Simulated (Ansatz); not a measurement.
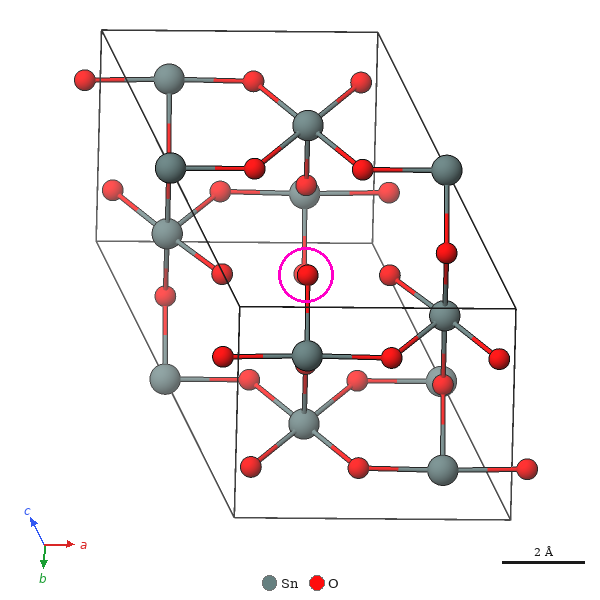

We look at a ball-and-stick model of the crystal from a general direction. Atoms at the boundary of the supercell (the box) are drawn once for each face, edge or corner they touch. The host is SnO2, in a cell of 24 sites, and the cell carries a charge of -4. A ring marks the defect's site.

Which defect is modelled here, and what are its neighbours?

A tin vacancy. Around the empty site lie six O at about 2.0 to 2.2 Å.

Computational set-up: DFT PBEsol, scalar-relativistic, plane waves, PAW (Ansatz 0.2.0), plane waves up to 420 eV, 3×3×3 k-points, Gaussian smearing of 0.02 eV, collinear spins.

Does the cell have a net magnetic moment?

No net moment.

The atoms were relaxed in the host's cell with DFT PBEsol, scalar-relativistic, plane waves, PAW in Ansatz 0.2.0.
